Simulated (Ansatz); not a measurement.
```
Si O
1.0
     4.18541    0.00000    0.00000
     0.00000    4.18541    0.00000
     0.00000    0.00000    2.66874
Si O
2 4
Direct
  0.50000 0.50000 0.50000
  0.00000 0.00000 0.00000
  0.69389 0.69389 0.00000
  0.19389 0.80611 0.50000
  0.30611 0.30611 0.00000
  0.80611 0.19389 0.50000
```

Space group P4₂/mnm; a structure from a database of computed crystals, not necessarily the ambient phase.

Theory: DFT r2SCAN, scalar-relativistic, plane waves, PAW (Ansatz).

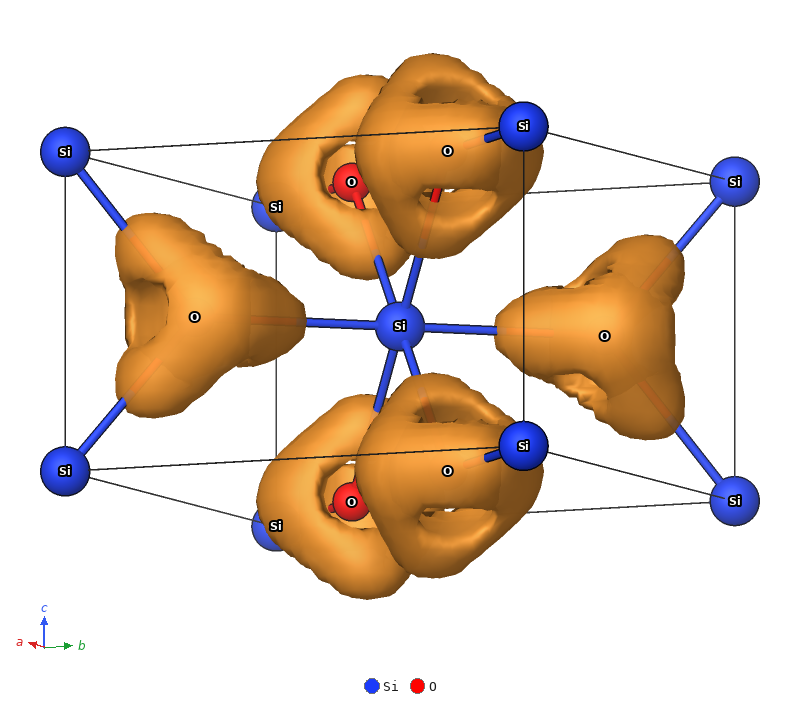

SiO$_{2}$. Isosurface of the electron localisation function at 0.8 (orange), seen at an oblique angle. Core shells and regions of very low density are left out. Sticks mark near contacts.

In a PAW calculation such maps are meaningful between the atoms, not at the nuclei.

What do the ELF domains correspond to?

Answer. The ELF exceeds this value in four regions on O in which the atom's valence shell and bonds are merged, counted in one cell of 6 atoms. Any copies at cell faces, edges or corners count once.

Values along the shortest contacts:
Si–O (1.76 Å): the ELF peaks at about 0.85 between the atoms. Si–O (1.81 Å): the ELF peaks at about 0.90 between the atoms.

Metal or insulator at this level of theory?

Answer. It is gapped, with a Kohn–Sham gap of 6.5 eV on the k-point mesh (the band edges may lie off the mesh, which would make the gap smaller).
